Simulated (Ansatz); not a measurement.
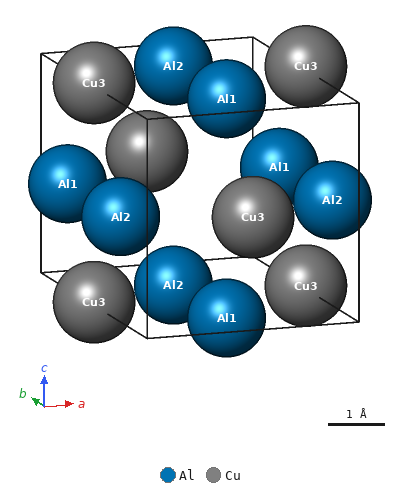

The structure (spheres-only view of the cell 2 times as large as that of the calculation, set on its symmetry axes, seen slightly off an axis; atoms are numbered from 1 in the order of the input). An atom can appear more than once, as a periodic image.

## What a change does: single-point calculation on Al₂Cu

System: Al₂Cu (Imm2, 3 atoms in the cell).
Method of run 1: DFT PBEsol, scalar-relativistic, plane waves, PAW, PAW set soft_1, no spin polarisation (Ansatz 0.2.0).

The structure derives from a Materials Project entry. Text and figures count atoms from 1; the logs count them from 0 in places.

The input, run 1:
```yaml
crystal:
  lattice:
    - [-2.0246107077, 2.0246107077, 2.863159453]
    - [2.0246107077, -2.0246107077, 2.863159453]
    - [2.0246107077, 2.0246107077, -2.863159453]
  atoms:
    - { symbol: Al, position: [0.75, 0.2311401935, 0.4811401935] }
    - { symbol: Al, position: [0.25, 0.7311401935, 0.4811401935] }
    - { symbol: Cu, position: [0.5, 0.5160156924, 0.0160156924] }
basis:
  ecutwfc: 520.0
kpoints:
  mp_grid: { grid: [14, 14, 14] }
hamiltonian:
  xc: pbesol
  pseudopotentials: { kind: paw, azcp: { folder: soft_1 } }
scf:
  occupations: { method: gaussian, width: 0.15 }
output:
  forces: true
  stress: true
  eigenvalues: true
```

Command:
```bash
ansatz run input.yaml --threads 2 --pin off --max-ram 4096MiB --backend cpu --events-out ev --progress --plain --runs-dir out
```

Hardware: 2 threads of Arm Neoverse N1, 98 GiB of memory available, shared host.

Output, shortened to warnings, some set-up lines, iterations and results (run 1):
```
Warning: [file] the record states the generating functional pbe (its physics header spells it `PBE`), which answers neither for hamiltonian.xc's functional nor for the pbesol family's — results may be inconsistent (PPs are generated against a specific XC)
Warning: [file] the record states the generating functional pbe (its physics header spells it `PBE`), which answers neither for hamiltonian.xc's functional nor for the pbesol family's — results may be inconsistent (PPs are generated against a specific XC)
Basis set: ecut = 520 eV, 1243 PW (Γ), exchange–correlation on 64×64×64 points (8 copies of the dense FFT grid, shifted against one another)
Symmetry: 4 space group operations
k-points: 428 of 2744 (time reversal used)
Initial density: superposition of atomic densities (chi_scale 0.1, normalization cell, long waves kept (reshape's long-wave potential 0.00 eV rms))
[...]
SCF iter   1: F=—  HF=-7642.066427 eV  |F-HF|=—  |Δ(HF+E_count)|=         —  Δρ=3.43e-1  dr2=3.76e1  ethr=3.10e-3  ⟨swp⟩=5.2  Hψ=35671  notcnv=0
SCF iter   2: F=—  HF=-7639.116608 eV  |F-HF|=—  |Δ(HF+E_count)|=    2.95e0  Δρ=1.21e-1  dr2=5.47e0  ethr=3.10e-3  ⟨swp⟩=2.3  Hψ=18056  notcnv=0  defer=82
SCF iter   3: F=—  HF=-7638.514722 eV  |F-HF|=—  |Δ(HF+E_count)|=   6.02e-1  Δρ=5.30e-2  dr2=1.22e0  ethr=3.10e-3  ⟨swp⟩=2.0  Hψ=12336  notcnv=0  defer=89
SCF iter   4: F=—  HF=-7638.365982 eV  |F-HF|=—  |Δ(HF+E_count)|=   1.49e-1  Δρ=1.34e-2  dr2=1.16e-1  ethr=3.10e-3  ⟨swp⟩=2.7  Hψ=11194  notcnv=0  defer=90
SCF iter   5: F=—  HF=-7638.349869 eV  |F-HF|=—  |Δ(HF+E_count)|=   1.61e-2  Δρ=1.37e-3  dr2=4.61e-4  ethr=4.63e-4  ⟨swp⟩=2.7  Hψ=14201  notcnv=0  defer=90
SCF iter   6: F=—  HF=-7638.350608 eV  |F-HF|=—  |Δ(HF+E_count)|=   7.39e-4  Δρ=5.11e-4  dr2=1.44e-4  ethr=1.85e-6  ⟨swp⟩=2.0  Hψ=12787  notcnv=0  defer=88
SCF iter   7: F=—  HF=-7638.350552 eV  |F-HF|=—  |Δ(HF+E_count)|=   5.54e-5  Δρ=2.36e-4  dr2=1.70e-5  ethr=5.75e-7  ⟨swp⟩=2.0  Hψ=10808  notcnv=0  defer=88
SCF iter   8: F=—  HF=-7638.350550 eV  |F-HF|=—  |Δ(HF+E_count)|=   2.16e-6  Δρ=3.23e-5  dr2=8.58e-7  ethr=6.80e-8  ⟨swp⟩=1.2  Hψ=7876  notcnv=0  defer=88
SCF iter   9: F=-7638.350550 eV  HF=-7638.350550 eV  |F-HF|=5.11e-8  |Δ(HF+E_count)|=   1.58e-7  Δρ=9.59e-6  dr2=7.70e-8  ethr=4.00e-10  ⟨swp⟩=6.2  Hψ=35385  notcnv=0
SCF 1 converged in 9 iterations: F = -7638.350550 eV  dr2 = 7.70e-8
SCF converged after 9 iterations
Free energy (F): -7638.350550 eV
Harris-Foulkes:  -7638.350550 eV  (|F-HF|=5.11e-8)
Internal energy: -7638.340084 eV  (E = F + TS)
E sigma→0 (E₀):  -7638.345317 eV
Entropy (-TS):   -0.010466 eV (-3.489 meV/atom)
Fermi energy:    9.251842 eV
--- Per-component energies (eV) ---
  E_band       = -494.331249
  E_kinetic    = 310.698539
  E_local      = -6343.144944  (includes V_loc(G=0)·N_el)
  E_nonlocal   = 901.987592
  E_hartree    = 2761.538904
  E_xc         = -145.219443
  E_vxc        = -150.019088  (∫ρ·V_xc dr)
  E_paw        = -2686.596568  (= ΣΔE_a)
  E_vpaw       = -736.947629  (= ΣTr[D̂ρ^β])
  E_aug_tail   = 0.000357  (compensation charges beyond the density's cutoff)
  E_ewald      = -2437.849002
  E_core_change = 0.244481  (= ΣΔE_core)
  E_smearing   = -0.010466  (= −TS)
  E_closure    = 0.000000  (closes the sum)
  Σ components = -7638.350550   (vs F -7638.350550, Δ=0.00e0)
--- Forces (eV/Å), atoms counted from 1 ---
  atom   1  Al     0.54768580     0.00000000     0.12553035
  atom   2  Al     0.54768580     0.00000000    -0.12553035
  atom   3  Cu    -1.09539876     0.00000000     0.00000000
  max |Σ_I F_I| component: 2.72e-5 eV/Å
--- Stress (GPa, compression-positive) ---
        1.417772      -0.000000      -0.000000
       -0.000000      -0.148886      -0.000000
       -0.000000      -0.000000       1.039248
  P = ⅓ Tr σ = 0.7694 GPa (7.694 kbar)
```

The input of run 2 differs as follows (lines with − go, lines with + come):
```diff
-    - { symbol: Al, position: [0.75, 0.2311401935, 0.4811401935] }
-    - { symbol: Al, position: [0.25, 0.7311401935, 0.4811401935] }
-    - { symbol: Cu, position: [0.5, 0.5160156924, 0.0160156924] }
+    - { symbol: Al, position: [0.7452850484, 0.2169953386, 0.462280387] }
+    - { symbol: Al, position: [0.2452850484, 0.7169953386, 0.462280387] }
+    - { symbol: Cu, position: [0.5040039231, 0.5280274617, 0.0320313848] }
+  write_density: true
+  write_potential: true
+  elf: true
+  volumetric_format: npy
```

What does this change do to the results?

With the same functional and potentials, run 2 lies 56.0 meV per atom higher. The pressure goes from 0.77 to 2.40 GPa. The largest force goes from 1.095 to 2.029 eV/Å. The number of SCF iterations is the same. The irreducible k-points go from 428 to 744. On the same kind of shared host run 2 took about 2.5 times as long.

Output, shortened to warnings, some set-up lines, iterations and results (run 2):
```
Warning: [file] the record states the generating functional pbe (its physics header spells it `PBE`), which answers neither for hamiltonian.xc's functional nor for the pbesol family's — results may be inconsistent (PPs are generated against a specific XC)
Warning: [file] the record states the generating functional pbe (its physics header spells it `PBE`), which answers neither for hamiltonian.xc's functional nor for the pbesol family's — results may be inconsistent (PPs are generated against a specific XC)
Basis set: ecut = 520 eV, 1243 PW (Γ), exchange–correlation on 64×64×64 points (8 copies of the dense FFT grid, shifted against one another)
Symmetry: 2 space group operations
k-points: 744 of 2744 (time reversal used)
Initial density: superposition of atomic densities (chi_scale 0.1, normalization cell, long waves kept (reshape's long-wave potential 0.00 eV rms))
[...]
SCF iter   1: F=—  HF=-7641.846682 eV  |F-HF|=—  |Δ(HF+E_count)|=         —  Δρ=3.38e-1  dr2=3.64e1  ethr=3.10e-3  ⟨swp⟩=5.3  Hψ=62594  notcnv=0
SCF iter   2: F=—  HF=-7638.923945 eV  |F-HF|=—  |Δ(HF+E_count)|=    2.92e0  Δρ=1.17e-1  dr2=5.16e0  ethr=3.10e-3  ⟨swp⟩=2.3  Hψ=31380  notcnv=0  defer=128
SCF iter   3: F=—  HF=-7638.340662 eV  |F-HF|=—  |Δ(HF+E_count)|=   5.83e-1  Δρ=5.17e-2  dr2=1.16e0  ethr=3.10e-3  ⟨swp⟩=2.0  Hψ=21505  notcnv=0  defer=143
SCF iter   4: F=—  HF=-7638.196625 eV  |F-HF|=—  |Δ(HF+E_count)|=   1.44e-1  Δρ=1.28e-2  dr2=1.08e-1  ethr=3.10e-3  ⟨swp⟩=2.6  Hψ=18999  notcnv=0  defer=143
SCF iter   5: F=—  HF=-7638.181891 eV  |F-HF|=—  |Δ(HF+E_count)|=   1.47e-2  Δρ=1.18e-3  dr2=3.15e-4  ethr=4.33e-4  ⟨swp⟩=2.6  Hψ=24768  notcnv=0  defer=143
SCF iter   6: F=—  HF=-7638.182612 eV  |F-HF|=—  |Δ(HF+E_count)|=   7.21e-4  Δρ=4.72e-4  dr2=1.24e-4  ethr=1.26e-6  ⟨swp⟩=2.0  Hψ=22198  notcnv=0  defer=143
SCF iter   7: F=—  HF=-7638.182560 eV  |F-HF|=—  |Δ(HF+E_count)|=   5.14e-5  Δρ=2.04e-4  dr2=1.25e-5  ethr=4.96e-7  ⟨swp⟩=2.0  Hψ=18975  notcnv=0  defer=143
SCF iter   8: F=—  HF=-7638.182563 eV  |F-HF|=—  |Δ(HF+E_count)|=   2.36e-6  Δρ=3.12e-5  dr2=7.73e-7  ethr=5.01e-8  ⟨swp⟩=2.0  Hψ=20986  notcnv=0  defer=143
SCF iter   9: F=-7638.182563 eV  HF=-7638.182563 eV  |F-HF|=3.87e-8  |Δ(HF+E_count)|=   1.53e-7  Δρ=1.13e-5  dr2=9.37e-8  ethr=4.00e-10  ⟨swp⟩=10.2  Hψ=92008  notcnv=0
SCF 1 converged in 9 iterations: F = -7638.182563 eV  dr2 = 9.37e-8
  Residual-converged pass: ⟨swp⟩=1.0  Hψ=15625  notcnv=0  max |occ|·‖R‖ = 7.1e-9 eV (tolerance 1.0e-8 eV)  dr2=9.37e-8  dr2_onsite=1.46e-8  max |Δocc| = 5.6e-11
SCF converged after 9 iterations
Free energy (F): -7638.182563 eV
Harris-Foulkes:  -7638.182563 eV  (|F-HF|=3.87e-8)
Internal energy: -7638.172258 eV  (E = F + TS)
E sigma→0 (E₀):  -7638.177411 eV
Entropy (-TS):   -0.010305 eV (-3.435 meV/atom)
Fermi energy:    9.255972 eV
--- Per-component energies (eV) ---
  E_band       = -495.161146
  E_kinetic    = 311.206422
  E_local      = -6349.091004  (includes V_loc(G=0)·N_el)
  E_nonlocal   = 902.515469
  E_hartree    = 2764.050443
  E_xc         = -145.320842
  E_vxc        = -150.139056  (∫ρ·V_xc dr)
  E_paw        = -2687.044503  (= ΣΔE_a)
  E_vpaw       = -737.772516  (= ΣTr[D̂ρ^β])
  E_aug_tail   = 0.000361  (compensation charges beyond the density's cutoff)
  E_ewald      = -2434.733085
  E_core_change = 0.244481  (= ΣΔE_core)
  E_smearing   = -0.010305  (= −TS)
  E_closure    = -0.000000  (closes the sum)
  Σ components = -7638.182563   (vs F -7638.182563, Δ=0.00e0)
--- Forces (eV/Å), atoms counted from 1 ---
  atom   1  Al     1.00762604     0.11874861     0.38512228
  atom   2  Al     1.00762604     0.11874861    -0.38512228
  atom   3  Cu    -2.01525389    -0.23749653     0.00000000
  max |Σ_I F_I| component: 1.80e-6 eV/Å
--- Stress (GPa, compression-positive) ---
        4.251861      -0.346496      -0.000000
       -0.346497      -0.377877       0.000000
       -0.000000       0.000000       3.314121
  P = ⅓ Tr σ = 2.3960 GPa (23.960 kbar)
```

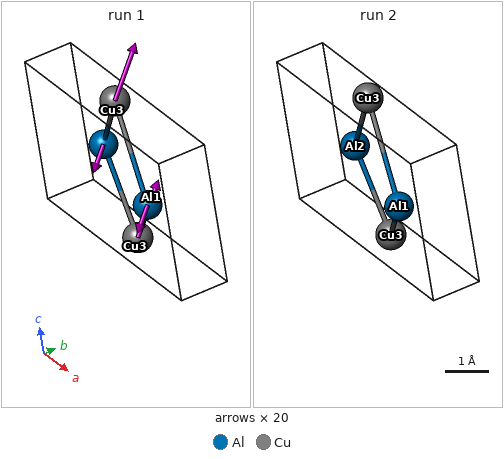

The two input geometries at one scale (ball-and-stick view of the cell of the calculation, seen slightly off an axis). The pink arrows on the first give the shifts of the atoms relative to the cell, with their mean removed, magnified 20 times. The atom that moves furthest is Cu3 (0.074 Å). By element the largest moves are Cu 0.074 Å, Al 0.037 Å. (The mean shift of all atoms is removed.) The lattice vectors keep their values. Among the contacts that change: Al1–Cu3 2.596 → 2.685 Å.

The two runs side by side:

| quantity | run 1 | run 2 |
| --- | --- | --- |
| outcome | converged | converged |
| free energy per atom (eV) | −2546.1169 | −2546.0609 |
| energy per atom, smearing taken to zero (eV) | −2546.1151 | −2546.0591 |
| gap on the mesh (eV) | 0.00 | 0.00 |
| pressure (GPa) | 0.77 | 2.40 |
| largest force (eV/Å) | 1.095 | 2.029 |
| SCF iterations | 9 | 9 |
| irreducible k-points | 428 | 744 |
| plane waves at Γ | 1243 | 1243 |
| wall time (shared host) | 46 s | 1.9 min |

For both runs: Warnings: the PAW datasets were made with another functional.
